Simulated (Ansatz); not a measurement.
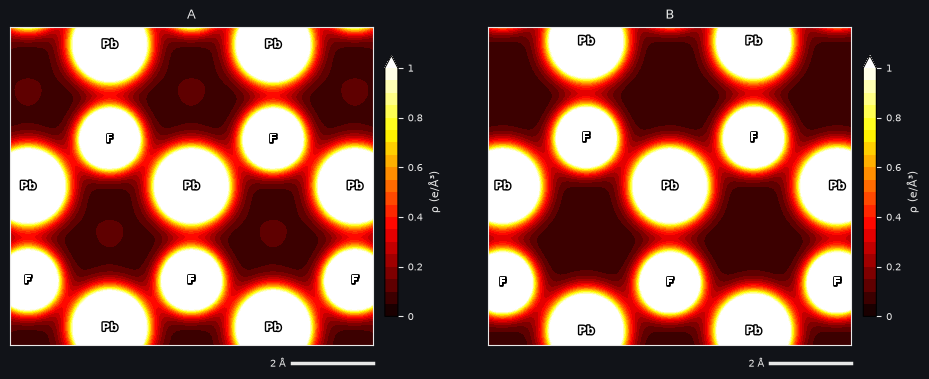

PbF2. The valence electron density of two cells that differ in size and shape, on the (001) plane of each (indices in the axes of the calculation cell), at one length scale and on one colour scale: B has 13.5 Å³ an atom and A 12.2.

Computed with DFT r2SCAN, scalar-relativistic, plane waves, PAW in Ansatz.

### What changes from the larger cell to the smaller?

From the larger cell to the smaller, Pb–F goes from 2.39 to 2.33 Å, and the density at its midpoint from 0.35 to 0.4 e/Å³; the pressure goes from 9 to 25 GPa.
